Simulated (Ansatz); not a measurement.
## HfO2: geometry relaxation (part 3 of 3)

Continued. System: HfO2 (slab, 36 atoms in the cell). Method: DFT PBE+D3(BJ), scalar-relativistic, plane waves, PAW, no spin polarisation (Ansatz 0.2.0); cutoff 420 eV, 3×3×1 k-mesh, Gaussian smearing of 0.05 eV. The structure derives from an entry of the Crystallography Open Database. The input holds or restrains some coordinates. It belongs to a series of runs on one base structure; here: clean slab, lower planes held.

## Output, continued
```
  k-point 2: bands = ["-59.1735", "-59.1735", "-59.1735", "-59.1689", "-59.1061", "-59.1061", "-59.1061", "-59.1014", "-59.0141", "-59.0141", ... 64 levels left out ..., "-9.1005", "-9.1005", "-9.0965", "-9.0927", "-9.0927", "-9.0927", "-9.0910", "-9.0883", "-9.0883", "-9.0883", "-9.0666", "-9.0666", "-9.0666", "-9.0630", "-9.0630", "-9.0630", "-9.0468", "-9.0449", "-9.0235", "-9.0199", "-9.0053", "-9.0053", "-9.0053", "-8.9915", "-8.9915", "-8.9915", "-8.9894", "-8.9859", "-8.9847",
      "-8.9847", "-8.9847", "-8.9804", "-8.9804", "-8.9804", "-8.9755", "-8.9755", "-8.9755", "-8.9681", "-8.9673", "-8.9673", "-8.9673", "-8.9609", "-8.9596", "-8.9596", "-8.9596", "-8.9572", "-8.9566", "-8.9526", "-8.9512", "-8.9512", "-8.9512", "-8.9401", "-8.9401", "-8.9401", "-8.9321", "-8.9282", "-8.9271", "-8.9271", "-8.9271", "-8.9271", "-8.9252", "-8.9252", "-8.9252", "-8.9118", "-8.9118", "-8.9118", "-8.9065", "-8.9065", "-8.9065",
      "-8.8999", "-8.8999", "-8.8999", "-8.8866", "-8.8865", "-8.8732", "-8.8684", "-8.8561", "-8.8561", "-8.8561", "-8.8286", "-8.8286", "-8.8286", "-3.2046", "-3.1526", "-3.0564", "-2.9735", "-2.9735", "-2.9735", "-2.8448", "-2.8448", "-2.8448", "-2.7184", "-2.7184", "-2.7184", "-2.5254", "-2.5254", "-2.5254", "-2.1931", "-2.0671", "-1.9373", "-1.9373", "-1.9373", "-1.7487", "-1.7487", "-1.7487", "-1.5363", "-1.3956", "-1.3956", "-1.3956",
      "-1.3313", "-1.2180", "-1.2180", "-1.2180", "-1.0629", "-1.0629", "-1.0629", "-0.9198", "-0.8410", "-0.4230", "-0.4230", "-0.4230", "-0.3129", "-0.3129", "-0.3129", "0.1279", "0.1433", "0.1866", "0.1866", "0.1866", "0.3347", "0.3602", "0.6390", "0.6390", "0.6390", "0.8345", "0.8345", "0.8345", "1.0607", "1.0607", "1.0607", "1.1699", "1.2004", "1.2053", "1.2053", "1.2053", "1.2199", "1.2533", "1.3203", "1.3203",
      "1.3203", "1.3923", "1.6626", "1.6626", "1.6626", "6.3810", "6.3810", "6.3810", "6.4051", "6.4205", "6.4635", "6.4635", "6.4635", "6.6658", "6.6658", "6.6658", "6.8144", "6.8280", "6.8280", "6.8280", "6.8798", "6.8798", "6.8798", "7.0656", "7.0656", "7.0656", "7.1954", "7.2185", "7.2185", "7.2185", "7.2323", "7.2851", "7.5679", "7.6847", "7.6847", "7.6847", "7.8289", "9.0711", "9.0711", "9.0711",
      "9.1822", "9.3809", "9.4231", "9.4654", "9.4654", "9.4654", "9.4738", "9.4738", "9.4738", "9.5207", "9.5653"]
--- Relaxed structure (5 steps of the walk, 5 accepted, 0 SCFs on fresh bases) ---
  F+E_penalty+E_count = -202338.50108640 eV   max|allowed force component| = 1.643e-3 eV/Å
  atoms:
    - { symbol: O, position: [0.5, 0.5, 0.3430226086] }
    - { symbol: O, position: [0.5, 0.0, 0.3430226086] }
    - { symbol: O, position: [0.0, 0.5, 0.3430226086] }
    - { symbol: O, position: [0.0, 0.0, 0.3430226086] }
    - { symbol: Hf, position: [0.33333333333333337, 0.16666666666666663, 0.3744180869] }
    - { symbol: Hf, position: [0.3333333333333333, 0.6666666666666665, 0.3744180869] }
    - { symbol: Hf, position: [0.8333333333333335, 0.16666666666666663, 0.3744180869] }
    - { symbol: Hf, position: [0.8333333333333333, 0.6666666666666665, 0.3744180869] }
    - { symbol: O, position: [0.6666666666666667, 0.33333333333333337, 0.4058135652] }
    - { symbol: O, position: [0.6666666666666667, 0.8333333333333334, 0.4058135652] }
    - { symbol: O, position: [0.16666666666666666, 0.33333333333333337, 0.4058135652] }
    - { symbol: O, position: [0.16666666666666669, 0.8333333333333334, 0.4058135652] }
    - { symbol: O, position: [0.8333333333333333, 0.6666666666666665, 0.4686045217] }
    - { symbol: O, position: [0.8333333333333335, 0.16666666666666663, 0.4686045217] }
    - { symbol: O, position: [0.3333333333333333, 0.6666666666666665, 0.4686045217] }
    - { symbol: O, position: [0.33333333333333337, 0.16666666666666663, 0.4686045217] }
    - { symbol: Hf, position: [0.6666666666666667, 0.33333333333333337, 0.4996968103977798] }
    - { symbol: Hf, position: [0.6666666666666667, 0.8333333333333334, 0.4996968103977798] }
    - { symbol: Hf, position: [0.16666666666666666, 0.33333333333333337, 0.4996968103977798] }
    - { symbol: Hf, position: [0.16666666666666669, 0.8333333333333334, 0.4996968103977798] }
    - { symbol: O, position: [0.0, 0.5, 0.5315930776312576] }
    - { symbol: O, position: [8.234976204164577e-20, -8.081272498724889e-35, 0.5315930776312576] }
    - { symbol: O, position: [0.5, 0.5, 0.5315930776312576] }
    - { symbol: O, position: [0.5, -4.4002072927202185e-35, 0.5315930776312576] }
    - { symbol: O, position: [0.16666666666666669, 0.8333333333333334, 0.5921800894768403] }
    - { symbol: O, position: [0.16666666666666666, 0.33333333333333337, 0.5921800894768403] }
    - { symbol: O, position: [0.6666666666666667, 0.8333333333333334, 0.5921800894768403] }
    - { symbol: O, position: [0.6666666666666667, 0.33333333333333337, 0.5921800894768403] }
    - { symbol: Hf, position: [0.0, 0.5, 0.6237346630956245] }
    - { symbol: Hf, position: [-7.698436898728067e-19, 3.2116953909347075e-34, 0.6237346630956245] }
    - { symbol: Hf, position: [0.5, 0.5, 0.6237346630956245] }
    - { symbol: Hf, position: [0.5, -3.0146157760308334e-35, 0.6237346630956245] }
    - { symbol: O, position: [0.3333333333333333, 0.6666666666666665, 0.6578726726777875] }
    - { symbol: O, position: [0.33333333333333337, 0.16666666666666663, 0.6578726726777875] }
    - { symbol: O, position: [0.8333333333333333, 0.6666666666666665, 0.6578726726777875] }
    - { symbol: O, position: [0.8333333333333335, 0.16666666666666663, 0.6578726726777875] }
```

## Trajectory as extended XYZ (Å, eV, eV/Å), 3 of the 5 frames kept, from step=1 to step=5
```
36
Lattice="7.1741 0.0000 0.0000 -3.5871 6.2130 0.0000 0.0000 0.0000 23.3221" Properties=species:S:1:pos:R:3:forces:R:3 step=1 energy=-202338.35414
O     1.7935    3.1065    8.0000    0.0000   0.0000  -0.6950
O     3.5871    0.0000    8.0000    0.0000   0.0000  -0.6950
O    -1.7935    3.1065    8.0000    0.0000   0.0000  -0.6950
O     0.0000    0.0000    8.0000    0.0000   0.0000  -0.6950
Hf    1.7935    1.0355    8.7322    0.0000   0.0000   0.9165
Hf    0.0000    4.1420    8.7322    0.0000   0.0000   0.9165
Hf    5.3806    1.0355    8.7322    0.0000   0.0000   0.9165
Hf    3.5871    4.1420    8.7322    0.0000   0.0000   0.9165
O     3.5871    2.0710    9.4644    0.0000   0.0000   0.3488
O     1.7935    5.1775    9.4644    0.0000   0.0000   0.3488
O     0.0000    2.0710    9.4644    0.0000   0.0000   0.3488
O    -1.7935    5.1775    9.4644    0.0000   0.0000   0.3488
O     3.5871    4.1420   10.9288    0.0000   0.0000  -0.4216
O     5.3806    1.0355   10.9288    0.0000   0.0000  -0.4216
O     0.0000    4.1420   10.9288    0.0000   0.0000  -0.4216
O     1.7935    1.0355   10.9288    0.0000   0.0000  -0.4216
Hf    3.5871    2.0710   11.6610    0.0000   0.0000   0.0000
Hf    1.7935    5.1775   11.6610    0.0000   0.0000   0.0000
Hf    0.0000    2.0710   11.6610    0.0000   0.0000   0.0000
Hf   -1.7935    5.1775   11.6610    0.0000   0.0000   0.0000
O    -1.7935    3.1065   12.3932    0.0000   0.0000   0.4216
O     0.0000    0.0000   12.3932    0.0000   0.0000   0.4216
O     1.7935    3.1065   12.3932    0.0000   0.0000   0.4216
O     3.5871    0.0000   12.3932    0.0000   0.0000   0.4216
O    -1.7935    5.1775   13.8577    0.0000   0.0000  -0.3488
O     0.0000    2.0710   13.8577    0.0000   0.0000  -0.3488
O     1.7935    5.1775   13.8577    0.0000   0.0000  -0.3488
O     3.5871    2.0710   13.8577    0.0000   0.0000  -0.3488
Hf   -1.7935    3.1065   14.5899    0.0000   0.0000  -0.9165
Hf    0.0000    0.0000   14.5899    0.0000   0.0000  -0.9165
Hf    1.7935    3.1065   14.5899    0.0000   0.0000  -0.9165
Hf    3.5871    0.0000   14.5899    0.0000   0.0000  -0.9165
O     0.0000    4.1420   15.3221    0.0000   0.0000   0.6950
O     1.7935    1.0355   15.3221    0.0000   0.0000   0.6950
O     3.5871    4.1420   15.3221    0.0000   0.0000   0.6950
O     5.3806    1.0355   15.3221    0.0000   0.0000   0.6950
36
Lattice="7.1741 0.0000 0.0000 -3.5871 6.2130 0.0000 0.0000 0.0000 23.3221" Properties=species:S:1:pos:R:3:forces:R:3 step=3 energy=-202338.49661
O     1.7935    3.1065    8.0000    0.0000   0.0000  -0.6914
O     3.5871    0.0000    8.0000    0.0000   0.0000  -0.6914
O    -1.7935    3.1065    8.0000    0.0000   0.0000  -0.6914
O     0.0000    0.0000    8.0000    0.0000   0.0000  -0.6914
Hf    1.7935    1.0355    8.7322    0.0000   0.0000   0.9057
Hf    0.0000    4.1420    8.7322    0.0000   0.0000   0.9057
Hf    5.3806    1.0355    8.7322    0.0000   0.0000   0.9057
Hf    3.5871    4.1420    8.7322    0.0000   0.0000   0.9057
O     3.5871    2.0710    9.4644    0.0000   0.0000   0.2563
O     1.7935    5.1775    9.4644    0.0000   0.0000   0.2563
O     0.0000    2.0710    9.4644    0.0000   0.0000   0.2563
O    -1.7935    5.1775    9.4644    0.0000   0.0000   0.2563
O     3.5871    4.1420   10.9288    0.0000   0.0000  -0.4779
O     5.3806    1.0355   10.9288    0.0000   0.0000  -0.4779
O     0.0000    4.1420   10.9288    0.0000   0.0000  -0.4779
O     1.7935    1.0355   10.9288    0.0000   0.0000  -0.4779
Hf    3.5871    2.0710   11.6531    0.0000   0.0000   0.0855
Hf    1.7935    5.1775   11.6531    0.0000   0.0000   0.0855
Hf    0.0000    2.0710   11.6531    0.0000   0.0000   0.0855
Hf   -1.7935    5.1775   11.6531    0.0000   0.0000   0.0855
O    -1.7935    3.1065   12.3964    0.0000   0.0000   0.0850
O     0.0000    0.0000   12.3964    0.0000   0.0000   0.0850
O     1.7935    3.1065   12.3964    0.0000   0.0000   0.0850
O     3.5871    0.0000   12.3964    0.0000   0.0000   0.0850
O    -1.7935    5.1775   13.8228    0.0000   0.0000  -0.0830
O     0.0000    2.0710   13.8228    0.0000   0.0000  -0.0830
O     1.7935    5.1775   13.8228    0.0000   0.0000  -0.0830
O     3.5871    2.0710   13.8228    0.0000   0.0000  -0.0830
Hf   -1.7935    3.1065   14.5582    0.0000   0.0000  -0.0524
Hf    0.0000    0.0000   14.5582    0.0000   0.0000  -0.0524
Hf    1.7935    3.1065   14.5582    0.0000   0.0000  -0.0524
Hf    3.5871    0.0000   14.5582    0.0000   0.0000  -0.0524
O     0.0000    4.1420   15.3582    0.0000   0.0000  -0.0281
O     1.7935    1.0355   15.3582    0.0000   0.0000  -0.0281
O     3.5871    4.1420   15.3582    0.0000   0.0000  -0.0281
O     5.3806    1.0355   15.3582    0.0000   0.0000  -0.0281
36
Lattice="7.1741 0.0000 0.0000 -3.5871 6.2130 0.0000 0.0000 0.0000 23.3221" Properties=species:S:1:pos:R:3:forces:R:3 step=5 energy=-202338.50109
O     1.7935    3.1065    8.0000    0.0000   0.0000  -0.6923
O     3.5871    0.0000    8.0000    0.0000   0.0000  -0.6923
O    -1.7935    3.1065    8.0000    0.0000   0.0000  -0.6923
O     0.0000    0.0000    8.0000    0.0000   0.0000  -0.6923
Hf    1.7935    1.0355    8.7322    0.0000   0.0000   0.8989
Hf    0.0000    4.1420    8.7322    0.0000   0.0000   0.8989
Hf    5.3806    1.0355    8.7322    0.0000   0.0000   0.8989
Hf    3.5871    4.1420    8.7322    0.0000   0.0000   0.8989
O     3.5871    2.0710    9.4644    0.0000   0.0000   0.2463
O     1.7935    5.1775    9.4644    0.0000   0.0000   0.2463
O     0.0000    2.0710    9.4644    0.0000   0.0000   0.2463
O    -1.7935    5.1775    9.4644    0.0000   0.0000   0.2463
O     3.5871    4.1420   10.9288    0.0000   0.0000  -0.4522
O     5.3806    1.0355   10.9288    0.0000   0.0000  -0.4522
O     0.0000    4.1420   10.9288    0.0000   0.0000  -0.4522
O     1.7935    1.0355   10.9288    0.0000   0.0000  -0.4522
Hf    3.5871    2.0710   11.6540    0.0000   0.0000  -0.0013
Hf    1.7935    5.1775   11.6540    0.0000   0.0000  -0.0013
Hf    0.0000    2.0710   11.6540    0.0000   0.0000  -0.0013
Hf   -1.7935    5.1775   11.6540    0.0000   0.0000  -0.0013
O    -1.7935    3.1065   12.3979    0.0000   0.0000   0.0004
O     0.0000    0.0000   12.3979    0.0000   0.0000   0.0004
O     1.7935    3.1065   12.3979    0.0000   0.0000   0.0004
O     3.5871    0.0000   12.3979    0.0000   0.0000   0.0004
O    -1.7935    5.1775   13.8109    0.0000   0.0000   0.0016
O     0.0000    2.0710   13.8109    0.0000   0.0000   0.0016
O     1.7935    5.1775   13.8109    0.0000   0.0000   0.0016
O     3.5871    2.0710   13.8109    0.0000   0.0000   0.0016
Hf   -1.7935    3.1065   14.5468    0.0000   0.0000  -0.0011
Hf    0.0000    0.0000   14.5468    0.0000   0.0000  -0.0011
Hf    1.7935    3.1065   14.5468    0.0000   0.0000  -0.0011
Hf    3.5871    0.0000   14.5468    0.0000   0.0000  -0.0011
O     0.0000    4.1420   15.3430    0.0000   0.0000  -0.0002
O     1.7935    1.0355   15.3430    0.0000   0.0000  -0.0002
O     3.5871    4.1420   15.3430    0.0000   0.0000  -0.0002
O     5.3806    1.0355   15.3430    0.0000   0.0000  -0.0002
```

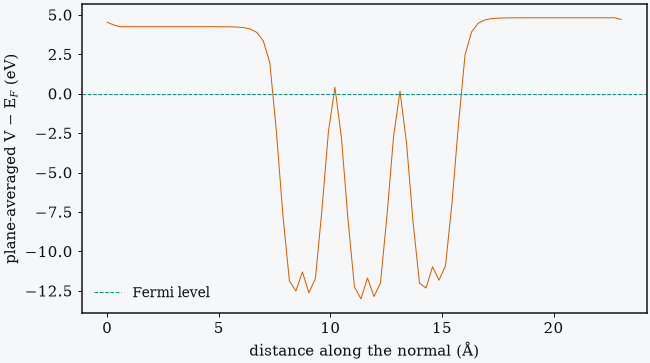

Figure 1. Plane average of the electrostatic potential energy of an electron across the cell, from the Fermi level. The vacuum level lies 4.81 eV above the Fermi level on the upper side and 4.25 eV on the lower.

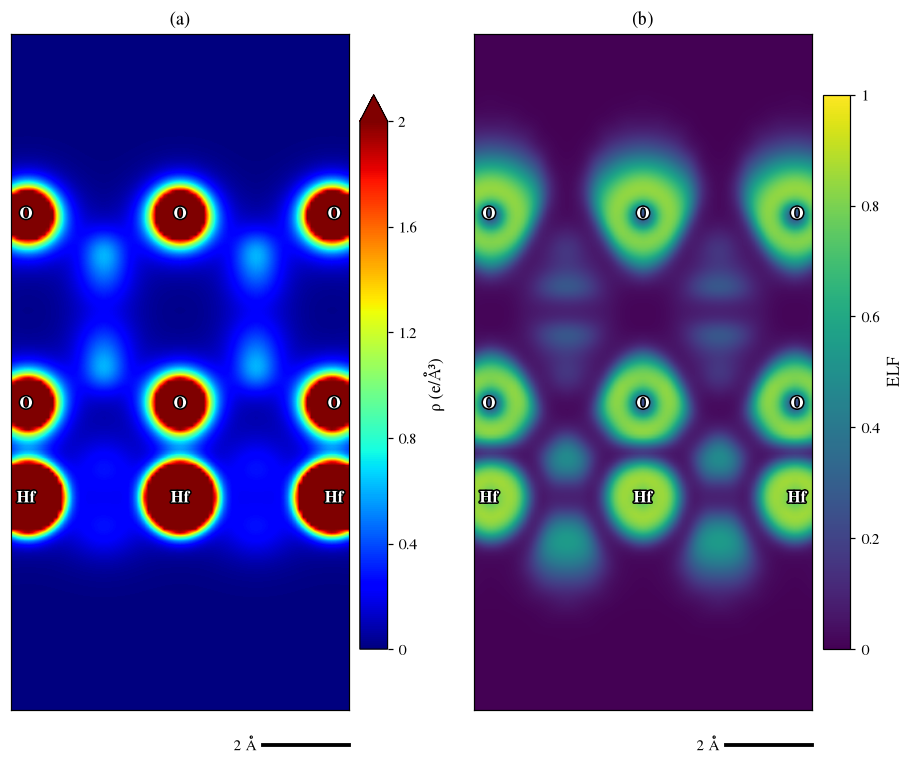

Figure 2. (a) valence electron density; (b) electron localisation function on the (100) plane of the calculation cell, a cut from vacuum to vacuum. Atoms in the plane: Hf and O. Hf–O (2.20 Å): ρ at the midpoint is about 0.57 e/Å³; the ELF is about 0.20 at the midpoint. The density dies away to nearly zero in the vacuum. The strong features right at Hf lie inside the PAW spheres (semicore, d or f shells) and say nothing about bonding. Core electrons are frozen (PAW), so the fields are smoothed inside the atomic spheres.

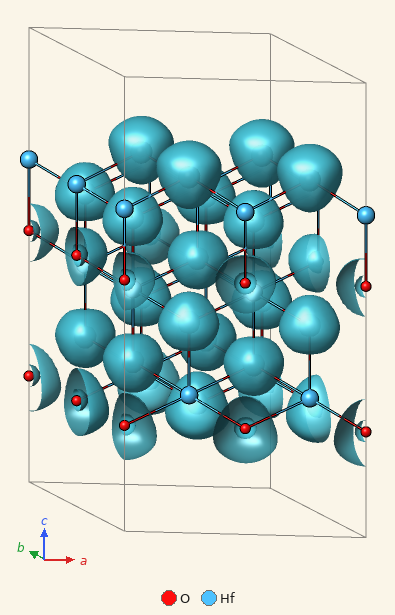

Figure 3. Isosurface of the electron localisation function at 0.65 (cyan), seen slightly off an axis. Only the valence region is drawn (cores and ρ < 0.01 e/Å³ removed). Sticks mark near contacts. Counts are for one cell; the picture repeats the cell along the surface. Along the contacts the grid gives the following. Hf–O (2.15 Å): the ELF is about 0.20 at the midpoint. Hf–O (2.19 Å): the ELF peaks at about 0.85 in the valence shell of O, 0.6 Å from its nucleus, and drops to about 0.15 between the two atoms.

## Results in brief

- outcome: converged under the restraints of the input
- electrons treated: 456
- free energy: −202338.5011 eV
- work function, top face: 4.81 eV
- work function, bottom face: 4.25 eV
- Fermi energy: 3.929 eV
- gap on the k-point mesh: 4.19 eV
- final volume: 1039.53 Å³
- work function (upper face): 4.81 eV
- largest force (length of the vector) at the end, held atoms and coordinates included: 0.899 eV/Å
- wall time: 38 s (CPU time 4.8 min)
- peak memory: 3.6 GiB

## Remarks

Warnings of the run: the exchange-correlation potential is rough where the density is thin. Spin–orbit coupling is left out, which matters for Hf.
